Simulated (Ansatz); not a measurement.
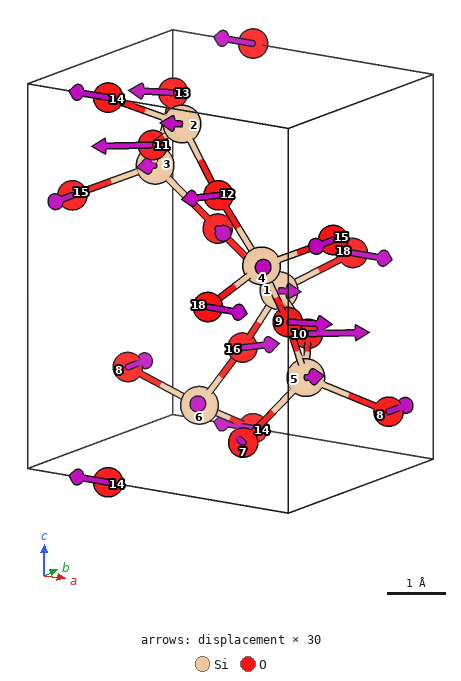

This is a relaxation of crystalline SiO$_{2}$ (set up in P6_522). The starting structure is drawn; purple arrows show the displacements (the part carried along by the change of the cell is left out), magnified 30 times.

A ball-and-stick model of the cell of the calculation, seen slightly off an axis.

Case: volume × 0.91, shape and atoms relaxed.

Level of theory: DFT LDA, scalar-relativistic, plane waves, PAW (Ansatz).

Input file:
```yaml
crystal:
  lattice:
    - [7.0901077954, 0.0, 0.0]
    - [-3.5450538977, 6.1402134663, 0.0]
    - [0.0, 0.0, 6.7009686991]
  atoms:
    - { symbol: Si, position: [0.5368723385, 0.7684361692, 0.4166666667] }
    - { symbol: Si, position: [0.4631276615, 0.2315638308, 0.9166666667] }
    - { symbol: Si, position: [0.2315638308, 0.4631276615, 0.75] }
    - { symbol: Si, position: [0.7684361692, 0.2315638308, 0.5833333333] }
    - { symbol: Si, position: [0.7684361692, 0.5368723385, 0.25] }
    - { symbol: Si, position: [0.2315638308, 0.7684361692, 0.0833333333] }
    - { symbol: O, position: [0.6097444187, 0.3902555813, 0.0833333333] }
    - { symbol: O, position: [0.0, 0.6912900308, 0.1666666667] }
    - { symbol: O, position: [0.7805111626, 0.3902555813, 0.4166666667] }
    - { symbol: O, position: [0.6912900308, 0.6912900308, 0.3333333333] }
    - { symbol: O, position: [0.3087099692, 0.3087099692, 0.8333333333] }
    - { symbol: O, position: [0.6097444187, 0.2194888374, 0.75] }
    - { symbol: O, position: [0.2194888374, 0.6097444187, 0.9166666667] }
    - { symbol: O, position: [0.3087099692, 0.0, 0.0] }
    - { symbol: O, position: [0.0, 0.3087099692, 0.6666666667] }
    - { symbol: O, position: [0.3902555813, 0.7805111626, 0.25] }
    - { symbol: O, position: [0.3902555813, 0.6097444187, 0.5833333333] }
    - { symbol: O, position: [0.6912900308, 0.0, 0.5] }
basis:
  ecutwfc: 420
kpoints:
  mp_grid: { grid: [6, 6, 4] }
hamiltonian:
  xc: lda
scf:
  occupations: { method: gaussian, width: 0.02 }
output:
  forces: true
  stress: true
  eigenvalues: true
relax:
  adjacent_minimum: "off"
  f_tol: 0.01
  max_steps: 30
  cell: { stress_tol: 0.1, fix: [volume] }
```

Launched with:
```bash
ansatz run input.yaml --threads 4 --pin off --max-ram 10240MiB --backend cpu --events-out ev --progress --plain --runs-dir out
```

Describe the change and its energy.

Answer. After 3 accepted moves (4 points after the start) the energy has fallen by 1.9 meV per atom. The largest force component goes from 0.22 to 0.0082 eV/Å. The pressure goes from 14.92 to 13.74 GPa. The SCF was repeated once at an unchanged geometry on a basis and grid sized afresh for the cell, which shifted the energy by 0.1 meV per atom at most. The largest moves relative to the cell, 0.036 Å, are those of O8, O10, O11, O14, O15 and O18. O10 goes along [1 1 0]. Largest moves by element: O 0.036 Å, Si 0.014 Å. The drawn cell changes at constant volume: a = b 7.090 → 7.131 Å (+0.6 %), c 6.701 → 6.624 Å (−1.2 %). Some distances before and after: Si1–O16 1.557 → 1.562 Å. The space group stays P6_522 (No. 179). Cost: 88 s on 4 threads of Intel(R) Xeon(R) Processor @ 2.50GHz (Skylake/Cascade Lake) (shared host), peak memory 0.87 GiB.
